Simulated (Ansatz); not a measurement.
# C: geometry relaxation (part 5 of 5)

The same run, continued: C (defect cell, 63 atoms in the cell); DFT PBE, scalar-relativistic, plane waves, PAW, spin-polarised (Ansatz 0.2.0); cutoff 420 eV, 3×3×3 k-mesh, Gaussian smearing of 0.05 eV, collinear spins. The structure derives from an entry of the Crystallography Open Database.

### Trajectory as extended XYZ, continued
```
63
Lattice="-4.9121 -2.8360 6.6940 4.9121 -2.8360 6.6940 0.0000 5.6720 6.6940" Properties=species:S:1:pos:R:3:forces:R:3 step=7 energy=-15800.62046 accepted=F
C    -1.2165   -0.7151    5.0128   -0.0048   0.0015   0.0352
C    -1.3765   -2.1272    8.3878    0.0786  -0.0872  -0.0436
C    -1.2162   -3.5512   11.6932   -0.0038  -0.0003   0.0503
C    -2.4694    0.0528    8.3698   -0.0758  -0.0168  -0.0168
C    -2.4444   -1.4241   11.6828   -0.0041   0.0012   0.0506
C    -3.6724    0.7031   11.6909   -0.0043   0.0059   0.0532
C     1.2397   -0.7148    4.9939   -0.0031  -0.0025   0.0437
C     1.2205   -2.1268    8.3850   -0.0224  -0.0044   0.0120
C     1.2397   -3.5512   11.7159   -0.0037   0.0026   0.0191
C     0.0117    1.4119    4.9987   -0.0063   0.0011   0.0340
C    -0.0305   -0.0268    8.3797    0.0208   0.0125   0.0029
C     0.0117   -1.4243   11.6975   -0.0029   0.0057   0.0394
C    -0.0024   -2.7816   15.0544    0.0267  -0.1303   0.0151
C    -1.2249    2.1454    8.3767   -0.0345   0.0127   0.0118
C    -1.2164    0.7028   11.6903   -0.0067   0.0065   0.0519
C    -1.2499   -0.6891   15.0620    0.0235   0.0087   0.0108
C    -2.4444    2.8299   11.7082   -0.0021   0.0009   0.0218
C    -2.5097    1.4088   15.0701    0.0917  -0.0902   0.0113
C     3.8176   -2.1299    8.3816   -0.1122   0.0209   0.0048
C     2.4659   -0.0258    8.3711    0.0647   0.0107   0.0358
C     2.4677   -1.4243   11.7065   -0.0030   0.0051   0.0351
C     1.2170    2.0841    8.3740    0.0532   0.0250  -0.0140
C     1.2397    0.7030   11.6957   -0.0041   0.0048   0.0414
C     1.2193   -0.6587   15.0624    0.0160  -0.0180   0.0088
C     0.0293    4.2426    8.3811    0.1234  -0.1162  -0.0058
C     0.0117    2.8302   11.6950   -0.0039   0.0045   0.0525
C    -0.0307    1.4441   15.0732    0.0092  -0.0182   0.0160
C     0.0117   -0.0060   18.3974   -0.0044  -0.0012   0.0310
C     3.6959    0.7028   11.6955   -0.0022   0.0067   0.0452
C     2.4677    2.8302   11.6912   -0.0033   0.0037   0.0519
C     2.4695    1.4434   15.0778   -0.0330   0.0081   0.0079
C    -2.4444   -1.4243    5.0216    0.0075  -0.0045  -0.0283
C    -2.6317   -2.8798    8.3831   -0.0861   0.0618  -0.0336
C    -3.6907   -0.5609    8.3571   -0.1068   0.0031  -0.0057
C     0.1594   -0.0498    1.6882   -0.0153   0.2755  -0.0227
C     0.0118   -1.4240    5.0025    0.0047  -0.0041  -0.0045
C    -0.0692   -2.8195    8.3863    0.0139   0.0534  -0.0424
C     0.0117   -4.2604   11.7066   -0.0030  -0.0014  -0.0106
C    -1.2162    0.7028    5.0103    0.0035  -0.0020  -0.0205
C    -1.2721   -0.7082    8.3814    0.1399   0.0386  -0.0318
C    -1.2164   -2.1333   11.6897    0.0027  -0.0016   0.0047
C    -2.4637    1.4698    8.3705    0.0285   0.0693  -0.0186
C    -2.4444   -0.0064   11.6859    0.0058  -0.0008   0.0110
C    -3.6724    2.1206   11.7030    0.0036  -0.0028  -0.0164
C     2.4676   -1.4240    4.9947    0.0022  -0.0038   0.0007
C     2.5101   -2.8198    8.3870   -0.0370   0.0346  -0.0689
C     1.2397    0.7028    4.9901    0.0040   0.0015  -0.0109
C     1.2179   -0.7218    8.3805    0.0317   0.0083  -0.0407
C     1.2397   -2.1334   11.7091    0.0009  -0.0016  -0.0221
C     0.0117    2.8297    4.9985    0.0016  -0.0008  -0.0058
C    -0.0224    1.3943    8.3768    0.0444  -0.0040  -0.0395
C     0.0116   -0.0065   11.6940    0.0010  -0.0043  -0.0069
C    -0.0099   -1.3646   15.0575   -0.0556   0.0315  -0.0237
C    -1.2201    3.5632    8.3824   -0.0161  -0.0737  -0.0542
C    -1.2163    2.1209   11.6983   -0.0028  -0.0059  -0.0099
C    -1.2553    0.7287   15.0690   -0.0741  -0.0163  -0.0462
C     3.7092   -0.7085    8.3721   -0.0238   0.0574  -0.0498
C     2.4586    1.3967    8.3693   -0.0486  -0.0685  -0.0323
C     2.4678   -0.0065   11.6998    0.0043  -0.0031  -0.0153
C     1.2165    3.4767    8.3750    0.0294  -0.0678  -0.0099
C     1.2397    2.1210   11.6926    0.0036  -0.0046  -0.0026
C     1.2199    0.7545   15.0722   -0.0369  -0.0213  -0.0514
C     3.6958    2.1210   11.6954    0.0055  -0.0055  -0.0046
63
Lattice="-4.9121 -2.8360 6.6940 4.9121 -2.8360 6.6940 0.0000 5.6720 6.6940" Properties=species:S:1:pos:R:3:forces:R:3 step=8 energy=-15800.63258
C    -1.2209   -0.7138    5.0331    0.0067   0.0018  -0.0034
C    -1.3567   -2.1274    8.3521   -0.1059  -0.0155  -0.0005
C    -1.2205   -3.5499   11.7240   -0.0013   0.0041   0.0007
C    -2.4664    0.0465    8.3495    0.0073  -0.0236   0.0073
C    -2.4487   -1.4226   11.7184   -0.0010  -0.0018   0.0036
C    -3.6768    0.7048   11.7234    0.0031  -0.0039  -0.0001
C     1.2354   -0.7136    5.0248    0.0000   0.0036   0.0017
C     1.2231   -2.1268    8.3519    0.0016   0.0050   0.0044
C     1.2353   -3.5498   11.7337    0.0030   0.0000  -0.0025
C     0.0072    1.4135    5.0268    0.0061  -0.0039  -0.0020
C    -0.0205   -0.0238    8.3502   -0.0405  -0.0048   0.0082
C     0.0073   -1.4226   11.7261    0.0006  -0.0024  -0.0019
C    -0.0002   -2.7900   15.0416    0.0461   0.0048   0.0128
C    -1.2202    2.1430    8.3474    0.0124  -0.0152   0.0126
C    -1.2210    0.7044   11.7232    0.0055  -0.0019   0.0019
C    -1.2451   -0.6933   15.0392    0.0057   0.0024   0.0142
C    -2.4488    2.8313   11.7297    0.0009   0.0023  -0.0048
C    -2.5005    1.4080   15.0422    0.0427   0.0867   0.0099
C     3.8034   -2.1274    8.3515    0.0847  -0.0066   0.0037
C     2.4694   -0.0240    8.3486   -0.0042  -0.0155   0.0128
C     2.4633   -1.4226   11.7284    0.0028  -0.0029  -0.0068
C     1.2247    2.0858    8.3475   -0.0250   0.0197   0.0124
C     1.2353    0.7046   11.7251    0.0011  -0.0024  -0.0040
C     1.2227   -0.6653   15.0378    0.0042  -0.0123   0.0183
C     0.0355    4.2444    8.3494   -0.0028   0.0971   0.0094
C     0.0072    2.8316   11.7239    0.0004  -0.0008  -0.0005
C    -0.0254    1.4393   15.0421    0.0019   0.0300   0.0025
C     0.0073   -0.0047   18.4225    0.0041   0.0025  -0.0026
C     3.6916    0.7045   11.7245   -0.0006  -0.0025  -0.0018
C     2.4635    2.8316   11.7229    0.0013  -0.0007   0.0004
C     2.4704    1.4395   15.0432    0.0378   0.0112   0.0003
C    -2.4486   -1.4230    5.0370   -0.0080   0.0039  -0.0112
C    -2.6091   -2.8767    8.3481   -0.0181  -0.1327   0.0084
C    -3.6895   -0.5717    8.3503    0.0198   0.0535  -0.0121
C     0.1435   -0.0383    1.6548    0.0490  -0.2519   0.0054
C     0.0075   -1.4228    5.0278   -0.0028   0.0074  -0.0086
C    -0.0591   -2.8220    8.3501   -0.0005  -0.0298   0.0042
C     0.0073   -4.2590   11.7291    0.0035   0.0028  -0.0086
C    -1.2207    0.7042    5.0308   -0.0011   0.0016  -0.0120
C    -1.2592   -0.7067    8.3508   -0.0668   0.0079   0.0021
C    -1.2206   -2.1318   11.7214   -0.0039   0.0017  -0.0088
C    -2.4592    1.4657    8.3451    0.0030  -0.0276   0.0057
C    -2.4487   -0.0047   11.7201   -0.0059  -0.0046  -0.0061
C    -3.6767    2.1222   11.7270   -0.0030   0.0001  -0.0126
C     2.4634   -1.4228    5.0259   -0.0040   0.0065  -0.0067
C     2.5048   -2.8217    8.3502    0.0209  -0.0518   0.0039
C     1.2354    0.7042    5.0208   -0.0038   0.0011  -0.0087
C     1.2244   -0.7208    8.3497   -0.0197  -0.0430   0.0034
C     1.2354   -2.1319   11.7289   -0.0023  -0.0004  -0.0114
C     0.0073    2.8313    5.0275   -0.0003  -0.0040  -0.0069
C    -0.0138    1.3960    8.3474   -0.0383   0.0273   0.0010
C     0.0072   -0.0048   11.7235   -0.0032  -0.0018  -0.0091
C    -0.0072   -1.3711   15.0375    0.0231  -0.0062   0.0046
C    -1.2156    3.5599    8.3479   -0.0161   0.0794   0.0005
C    -1.2209    2.1224   11.7243    0.0014   0.0000  -0.0085
C    -1.2501    0.7239   15.0399    0.0169   0.0452   0.0034
C     3.7068   -0.7069    8.3491    0.0271  -0.0189   0.0006
C     2.4623    1.3952    8.3457    0.0098   0.0392   0.0019
C     2.4636   -0.0048   11.7248   -0.0023  -0.0022  -0.0092
C     1.2249    3.4776    8.3482   -0.0868   0.1302  -0.0058
C     1.2354    2.1225   11.7221   -0.0028  -0.0001  -0.0036
C     1.2223    0.7478   15.0390    0.0217   0.0130   0.0048
C     3.6917    2.1224   11.7235   -0.0052  -0.0003  -0.0063
63
Lattice="-4.9121 -2.8360 6.6940 4.9121 -2.8360 6.6940 0.0000 5.6720 6.6940" Properties=species:S:1:pos:R:3:forces:R:3 step=9 energy=-15800.63655
C    -1.2207   -0.7141    5.0274    0.0018   0.0000  -0.0048
C    -1.3655   -2.1288    8.3587   -0.0040  -0.0042   0.0025
C    -1.2205   -3.5501   11.7174   -0.0007   0.0003   0.0011
C    -2.4664    0.0492    8.3520   -0.0034  -0.0092  -0.0040
C    -2.4486   -1.4230   11.7111    0.0000  -0.0006   0.0015
C    -3.6767    0.7043   11.7157    0.0007   0.0000   0.0015
C     1.2355   -0.7138    5.0187    0.0004  -0.0002  -0.0001
C     1.2235   -2.1272    8.3602   -0.0038   0.0024  -0.0064
C     1.2355   -3.5501   11.7279    0.0009  -0.0004  -0.0060
C     0.0074    1.4130    5.0198    0.0014  -0.0010  -0.0028
C    -0.0236   -0.0255    8.3575   -0.0037   0.0046  -0.0021
C     0.0074   -1.4231   11.7190    0.0000   0.0002  -0.0022
C     0.0009   -2.7868   15.0439    0.0061  -0.0178  -0.0028
C    -1.2204    2.1442    8.3559   -0.0054  -0.0025  -0.0006
C    -1.2208    0.7039   11.7162    0.0005   0.0011   0.0012
C    -1.2452   -0.6915   15.0469    0.0077  -0.0009  -0.0003
C    -2.4487    2.8310   11.7237    0.0007   0.0006  -0.0072
C    -2.5022    1.4078   15.0503    0.0255  -0.0048  -0.0017
C     3.8124   -2.1289    8.3595   -0.0046   0.0020  -0.0068
C     2.4701   -0.0253    8.3558    0.0093   0.0026  -0.0006
C     2.4635   -1.4231   11.7216    0.0009   0.0000  -0.0045
C     1.2232    2.0852    8.3551    0.0055   0.0040  -0.0035
C     1.2355    0.7041   11.7182    0.0001   0.0007  -0.0010
C     1.2233   -0.6626   15.0457    0.0014  -0.0025   0.0012
C     0.0356    4.2436    8.3586    0.0140  -0.0097  -0.0050
C     0.0074    2.8313   11.7180    0.0002   0.0006   0.0009
C    -0.0259    1.4413   15.0506    0.0066   0.0007  -0.0034
C     0.0075   -0.0050   18.4161    0.0008   0.0001  -0.0034
C     3.6917    0.7040   11.7174    0.0006   0.0011   0.0002
C     2.4635    2.8313   11.7167    0.0003   0.0008   0.0024
C     2.4722    1.4413   15.0523    0.0033   0.0013  -0.0055
C    -2.4485   -1.4233    5.0312   -0.0020  -0.0001  -0.0026
C    -2.6198   -2.8796    8.3565   -0.0236  -0.0012  -0.0015
C    -3.6886   -0.5664    8.3454   -0.0110   0.0071   0.0051
C     0.1542   -0.0440    1.6643    0.0185   0.0102  -0.0059
C     0.0076   -1.4230    5.0218   -0.0014   0.0008   0.0026
C    -0.0624   -2.8211    8.3582    0.0021   0.0051  -0.0035
C     0.0074   -4.2593   11.7226   -0.0005  -0.0001   0.0015
C    -1.2205    0.7038    5.0240   -0.0014   0.0005  -0.0010
C    -1.2636   -0.7080    8.3562    0.0138   0.0024  -0.0041
C    -1.2206   -2.1322   11.7139   -0.0010   0.0007   0.0046
C    -2.4591    1.4676    8.3517    0.0079   0.0050   0.0050
C    -2.4486   -0.0052   11.7120   -0.0015  -0.0002   0.0080
C    -3.6766    2.1217   11.7198   -0.0014   0.0001   0.0005
C     2.4634   -1.4230    5.0194   -0.0013   0.0006   0.0041
C     2.5093   -2.8211    8.3588   -0.0034  -0.0002   0.0002
C     1.2355    0.7038    5.0136   -0.0015   0.0011   0.0025
C     1.2233   -0.7219    8.3574    0.0019  -0.0056   0.0036
C     1.2355   -2.1323   11.7220   -0.0011   0.0005  -0.0010
C     0.0075    2.8308    5.0197   -0.0011   0.0000   0.0042
C    -0.0159    1.3953    8.3547    0.0057   0.0003   0.0018
C     0.0074   -0.0053   11.7161   -0.0014  -0.0009   0.0026
C    -0.0064   -1.3684   15.0434   -0.0087   0.0055   0.0081
C    -1.2154    3.5617    8.3568   -0.0073   0.0033  -0.0007
C    -1.2207    2.1220   11.7178   -0.0016  -0.0010   0.0021
C    -1.2505    0.7261   15.0479   -0.0060   0.0003   0.0025
C     3.7102   -0.7081    8.3541   -0.0039   0.0063   0.0041
C     2.4626    1.3956    8.3525   -0.0122  -0.0071   0.0039
C     2.4637   -0.0053   11.7176   -0.0008  -0.0009   0.0005
C     1.2231    3.4773    8.3552   -0.0116   0.0056   0.0076
C     1.2355    2.1221   11.7158   -0.0010  -0.0009   0.0037
C     1.2232    0.7507   15.0480   -0.0050  -0.0050  -0.0001
C     3.6917    2.1220   11.7167   -0.0006  -0.0012   0.0032
63
Lattice="-4.9121 -2.8360 6.6940 4.9121 -2.8360 6.6940 0.0000 5.6720 6.6940" Properties=species:S:1:pos:R:3:forces:R:3 step=10 energy=-15800.63655
C    -1.2207   -0.7141    5.0274    0.0018   0.0000  -0.0049
C    -1.3655   -2.1288    8.3587   -0.0043  -0.0045   0.0026
C    -1.2205   -3.5501   11.7174   -0.0007   0.0004   0.0010
C    -2.4664    0.0492    8.3520   -0.0029  -0.0088  -0.0041
C    -2.4486   -1.4230   11.7111    0.0000  -0.0005   0.0014
C    -3.6767    0.7043   11.7157    0.0007   0.0000   0.0015
C     1.2355   -0.7138    5.0187    0.0004  -0.0003  -0.0002
C     1.2235   -2.1272    8.3602   -0.0039   0.0025  -0.0063
C     1.2355   -3.5501   11.7279    0.0009  -0.0003  -0.0061
C     0.0074    1.4130    5.0198    0.0014  -0.0010  -0.0029
C    -0.0236   -0.0255    8.3575   -0.0039   0.0044  -0.0020
C     0.0074   -1.4231   11.7190    0.0001   0.0002  -0.0022
C     0.0009   -2.7868   15.0439    0.0057  -0.0173  -0.0029
C    -1.2204    2.1442    8.3559   -0.0056  -0.0024  -0.0005
C    -1.2208    0.7039   11.7162    0.0006   0.0012   0.0011
C    -1.2452   -0.6915   15.0469    0.0078  -0.0006  -0.0002
C    -2.4487    2.8310   11.7237    0.0007   0.0006  -0.0073
C    -2.5022    1.4078   15.0503    0.0261  -0.0045  -0.0016
C     3.8124   -2.1289    8.3595   -0.0050   0.0023  -0.0067
C     2.4701   -0.0253    8.3558    0.0091   0.0026  -0.0005
C     2.4635   -1.4231   11.7216    0.0008   0.0000  -0.0046
C     1.2232    2.0852    8.3551    0.0055   0.0039  -0.0034
C     1.2355    0.7041   11.7182    0.0001   0.0007  -0.0010
C     1.2233   -0.6626   15.0457    0.0014  -0.0023   0.0012
C     0.0356    4.2436    8.3586    0.0134  -0.0106  -0.0048
C     0.0074    2.8313   11.7180    0.0002   0.0006   0.0008
C    -0.0259    1.4413   15.0506    0.0065   0.0006  -0.0033
C     0.0075   -0.0050   18.4161    0.0008   0.0001  -0.0035
C     3.6917    0.7040   11.7174    0.0006   0.0011   0.0001
C     2.4635    2.8313   11.7167    0.0003   0.0008   0.0023
C     2.4722    1.4413   15.0523    0.0034   0.0011  -0.0053
C    -2.4485   -1.4233    5.0312   -0.0020  -0.0001  -0.0027
C    -2.6198   -2.8796    8.3565   -0.0240  -0.0010  -0.0015
C    -3.6886   -0.5664    8.3454   -0.0104   0.0070   0.0048
C     0.1542   -0.0440    1.6643    0.0187   0.0090  -0.0058
C     0.0076   -1.4230    5.0218   -0.0014   0.0007   0.0026
C    -0.0624   -2.8211    8.3582    0.0020   0.0049  -0.0033
C     0.0074   -4.2593   11.7226   -0.0004  -0.0001   0.0014
C    -1.2205    0.7038    5.0240   -0.0015   0.0006  -0.0010
C    -1.2636   -0.7080    8.3562    0.0137   0.0026  -0.0041
C    -1.2206   -2.1322   11.7139   -0.0009   0.0007   0.0045
C    -2.4591    1.4676    8.3517    0.0081   0.0050   0.0051
C    -2.4486   -0.0052   11.7120   -0.0015  -0.0002   0.0079
C    -3.6766    2.1217   11.7198   -0.0014   0.0000   0.0004
C     2.4634   -1.4230    5.0194   -0.0013   0.0005   0.0041
C     2.5093   -2.8211    8.3588   -0.0033  -0.0007   0.0003
C     1.2355    0.7038    5.0136   -0.0015   0.0011   0.0025
C     1.2233   -0.7219    8.3574    0.0018  -0.0056   0.0038
C     1.2355   -2.1323   11.7220   -0.0011   0.0005  -0.0011
C     0.0075    2.8308    5.0197   -0.0011   0.0000   0.0042
C    -0.0159    1.3953    8.3547    0.0055   0.0004   0.0019
C     0.0074   -0.0053   11.7161   -0.0014  -0.0009   0.0026
C    -0.0064   -1.3684   15.0434   -0.0087   0.0057   0.0083
C    -1.2154    3.5617    8.3568   -0.0070   0.0035  -0.0005
C    -1.2207    2.1220   11.7178   -0.0016  -0.0011   0.0021
C    -1.2505    0.7261   15.0479   -0.0062   0.0003   0.0026
C     3.7102   -0.7081    8.3541   -0.0039   0.0064   0.0042
C     2.4626    1.3956    8.3525   -0.0120  -0.0070   0.0040
C     2.4637   -0.0053   11.7176   -0.0009  -0.0009   0.0005
C     1.2231    3.4773    8.3552   -0.0120   0.0060   0.0079
C     1.2355    2.1221   11.7158   -0.0011  -0.0010   0.0036
C     1.2232    0.7507   15.0480   -0.0048  -0.0052   0.0001
C     3.6917    2.1220   11.7167   -0.0007  -0.0013   0.0031
```

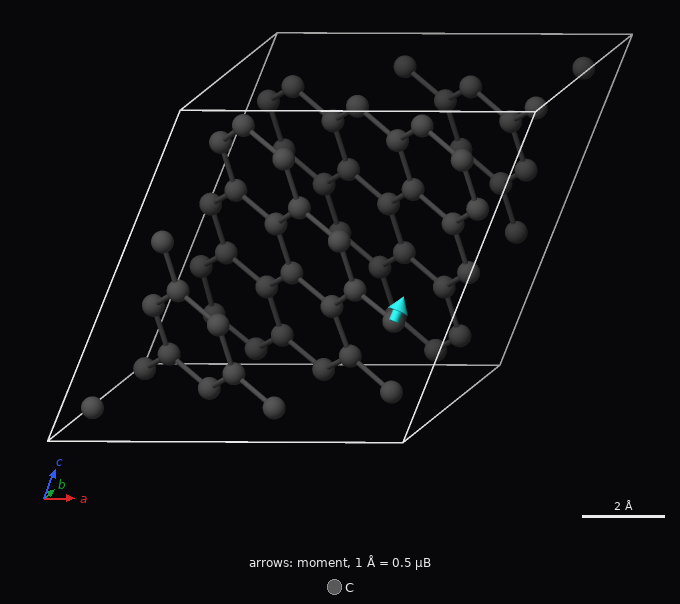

Figure 1. Magnetic moments of the sites as teal arrows (ball-and-stick view of the cell of the calculation, seen at an oblique angle); small moments hardly show. The run is collinear, so the axis drawn is arbitrary. Site moments: C34 (0.33 μB); C33, C35 (0.05 μB). They are counted near the atoms and needn't add up to the moment of the cell. Atoms are counted from 1 in the order of the input.
